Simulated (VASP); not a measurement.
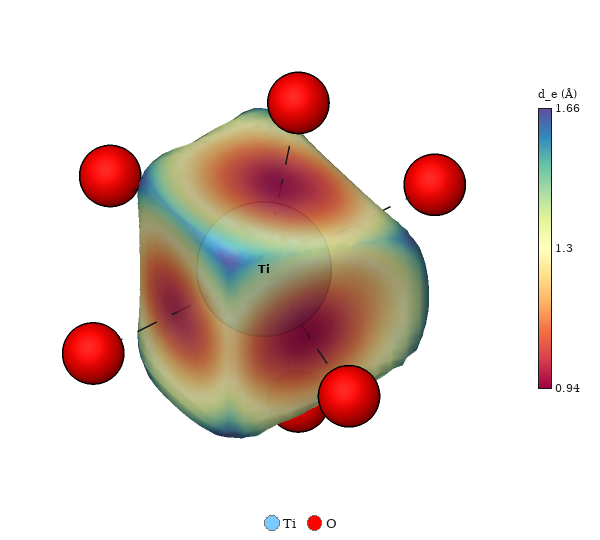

Hirshfeld surface computed for one Ti atom in TiO2 in space group I4_1/amd, coloured by d_e. Dashed lines lead to the closest neighbours outside.

The surface is where the fragment's share of the procrystal density (the sum of the densities of spherically averaged neutral Hartree-Fock atoms) equals one half. d_i and d_e are the distances from the surface to the nearest nucleus inside and outside.

The cell is taken from an entry of the Crystallography Open Database, as set up for an electronic-structure calculation.

```cif
data_structure
_symmetry_space_group_name_H-M 'I4_1/amd:1'
_symmetry_Int_Tables_number 141
_cell_length_a 3.7842
_cell_length_b 3.7842
_cell_length_c 9.5146
_cell_angle_alpha 90.000
_cell_angle_beta 90.000
_cell_angle_gamma 90.000
_cell_volume 136.25
loop_
_atom_site_label
_atom_site_type_symbol
_atom_site_symmetry_multiplicity
_atom_site_Wyckoff_symbol
_atom_site_fract_x
_atom_site_fract_y
_atom_site_fract_z
_atom_site_occupancy
Ti1 Ti 4 a 0.00000 0.50000 0.25000 1
O1 O 8 e 0.50000 0.50000 0.29190 1
```

> What is the shortest distance from the fragment to an atom outside it?

Ti–O, 1.93 Å.

> How is the surface shared among contacts (nearest atom inside ··· nearest atom outside)?

Ti···O 100 %. The surface faces 6 neighbours with more than 2 % of its area each: 6 O.

> Give the size and shape of the surface.

It encloses about 8.1 Å³, has an area of about 23 Å² and a globularity of 0.85 (1 for a sphere).
